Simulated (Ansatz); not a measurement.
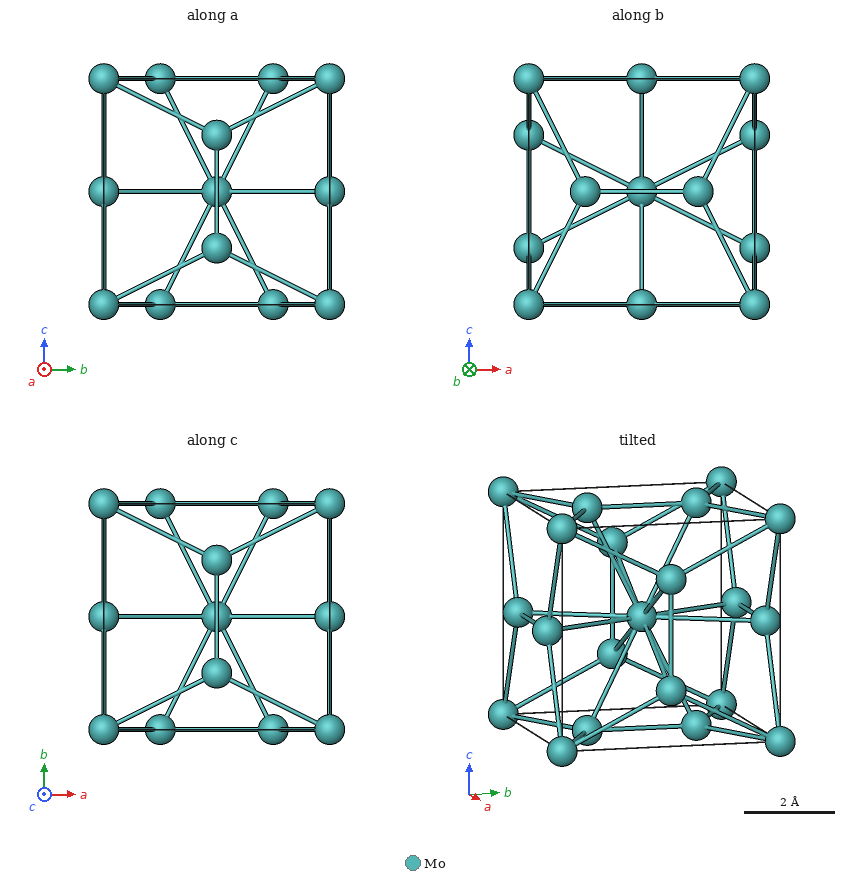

A ball-and-stick rendering, viewed along the a axis, along the b axis, along the c axis and slightly off an axis. The conventional unit cell is outlined; an atom on or near a face, edge or corner is repeated at each equivalent position.

Lattice parameters: a = 5.0588 Å, b = 5.0588 Å, c = 5.0588 Å, α = 90.000°, β = 90.000°, γ = 90.000°.

Q: Write down what is shown as a CIF with its space group and independent sites.

A:
```cif
data_structure
_symmetry_space_group_name_H-M 'P m -3 n'
_symmetry_Int_Tables_number 223
_cell_length_a 5.0588
_cell_length_b 5.0588
_cell_length_c 5.0588
_cell_angle_alpha 90.000
_cell_angle_beta 90.000
_cell_angle_gamma 90.000
_cell_volume 129.46
loop_
_atom_site_label
_atom_site_type_symbol
_atom_site_symmetry_multiplicity
_atom_site_Wyckoff_symbol
_atom_site_fract_x
_atom_site_fract_y
_atom_site_fract_z
_atom_site_occupancy
Mo1 Mo 2 a 0.0000 0.0000 0.0000 1
Mo2 Mo 6 c 0.2500 0.0000 0.5000 1
```

The starting point was a structure type filled with this element by a generator (whether the element takes this form wasn't checked). Earlier steps of the study may have refined or changed the cell and positions. Ansatz was used for an electronic-structure calculation on it.
